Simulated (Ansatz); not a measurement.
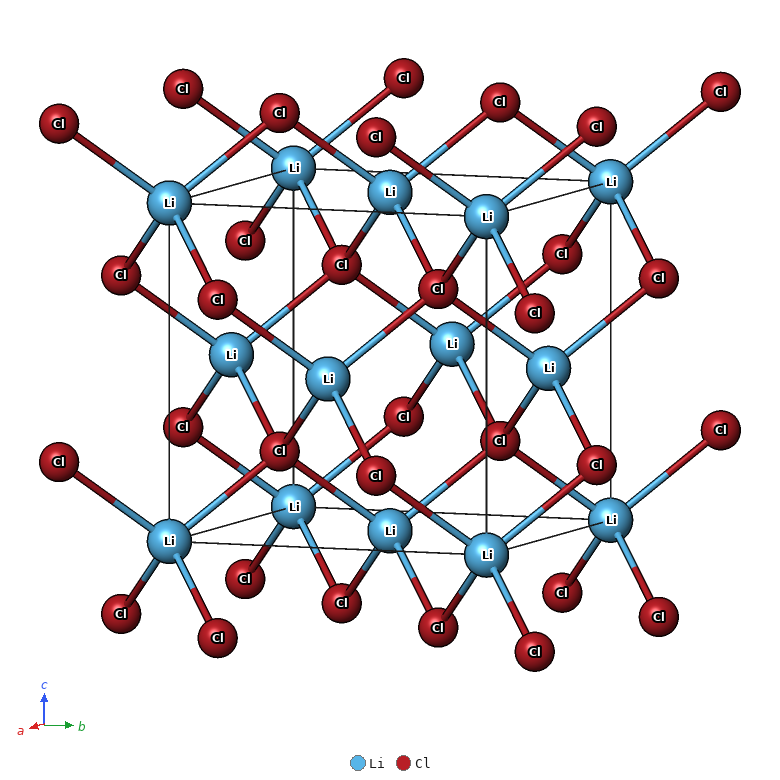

LiCl (space group F-43m, No. 216). Coordinates: the input geometry of an electronic-structure calculation (not necessarily at equilibrium); the starting structure was generated, so it need not be a known form of this composition.

Bonds are taken as Cl–Li below 2.7 Å. Atoms with one bond or none are removed and atoms with two bonds are replaced by edges, until no such atom is left.

Q: What kind of net remains, and which atoms are its nodes?

A: A uninodal 4-connected, three-periodic net: Li and Cl are 4-connected nodes.

Q: Which named net is it?

A: It is the dia net, known from diamond, zinc blende and cristobalite.

Q: Is the net interpenetrated?

A: It is a single net, without interpenetration.

Q: Give the first ten terms of the coordination sequence (nodes one, two, three … edges away).

A: Li and Cl: 4, 12, 24, 42, 64, 92, 124, 162, 204, 252.

Q: Give the point symbol of each node (shortest cycle at each angle).

A: Li and Cl: 6⁶.

The simplified net, drawn on the atoms' positions. Nodes are coloured by element. Edges to nodes outside the piece are drawn as stubs.

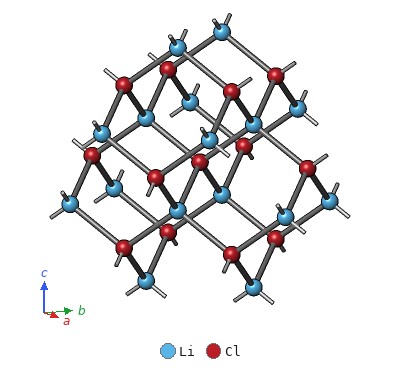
